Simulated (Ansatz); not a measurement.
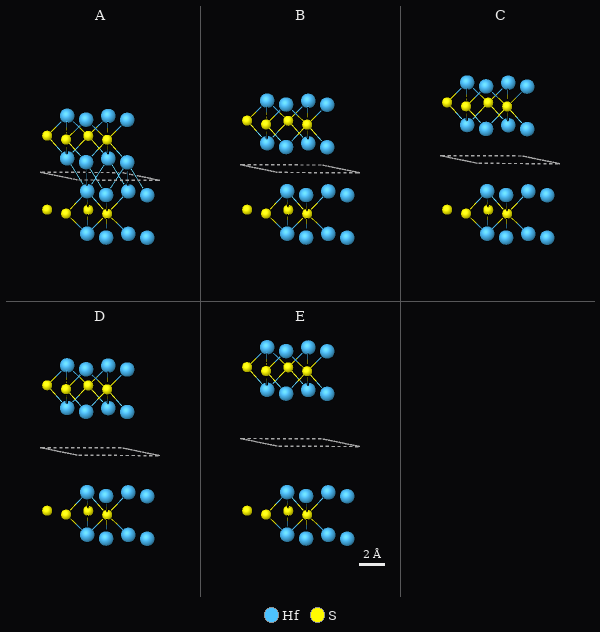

A scan of solid Hf2S (P6_3/mmc) along one coordinate. Style: ball-and-stick. Shown: the layers on both sides of the dashed plane, from the side, nearly along that plane.

Level of theory: DFT r2SCAN, scalar-relativistic, plane waves, PAW (Ansatz). Set-up: plane-wave cutoff 500 eV; k-point mesh 16 × 16 × 4; occupations gaussian; smearing width 0.15 eV; no spin polarisation. Energies (free energies at the smearing named) are counted from the relaxed crystal.

**Which coordinate changes from frame to frame?**

The crystal is pulled apart rigidly along the normal of the (0 0 1) plane of the conventional cell, at a cut between a plane of Hf below and one of Hf above, 2.36 Å apart. In the frames the opening is 0.25 Å (A), 1.50 Å (B), 3.00 Å (C), 4.50 Å (D), 6.00 Å (E). One cut stands in each cell, which starts 11.7 Å high; nothing is relaxed, and the dashed outline marks the cut. Their energies are 0.27 J/m², 3.29 J/m², 4.88 J/m², 5.14 J/m², 5.17 J/m².
